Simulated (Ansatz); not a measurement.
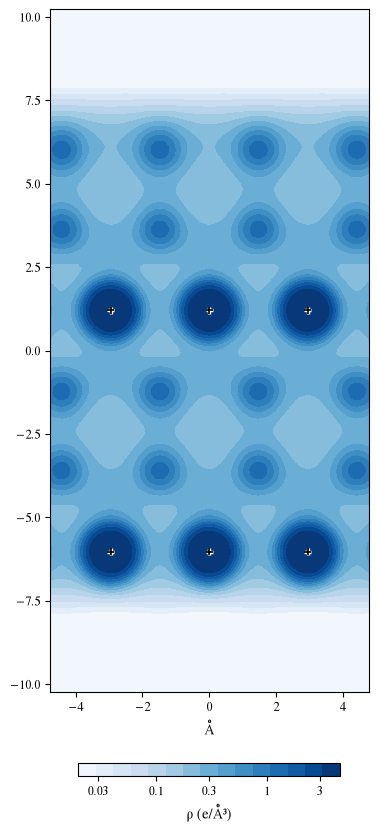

The valence charge density (pseudo) on a plane through atoms (crosses mark nuclei in the plane).

Theory: Ansatz, DFT PBEsol, scalar-relativistic, plane waves, PAW.

Candidates:
A. Ta (slab), a = 2.95 Å, b = 2.95 Å, c = 27.05 Å, α = 90.00°, β = 90.00°, γ = 120.00°. Changed on purpose from its base cell (repeats removed: -1).
B. Cu, a = 3.56 Å, b = 3.56 Å, c = 3.56 Å, α = 90.00°, β = 90.00°, γ = 90.00°. Space group Fm-3m; a structure from a database of computed crystals, not necessarily the ambient phase; computed without spin polarisation.
C. W, a = 4.00 Å, b = 4.00 Å, c = 4.00 Å, α = 90.00°, β = 90.00°, γ = 90.00°. Space group Fm-3m.

Which system is this?

Answer. Candidate A: Ta on the (100) plane of the calculation cell, a cut from vacuum to vacuum, which holds Ta. Ta–Ta (2.95 Å): ρ is about 0.28 e/Å³ halfway.
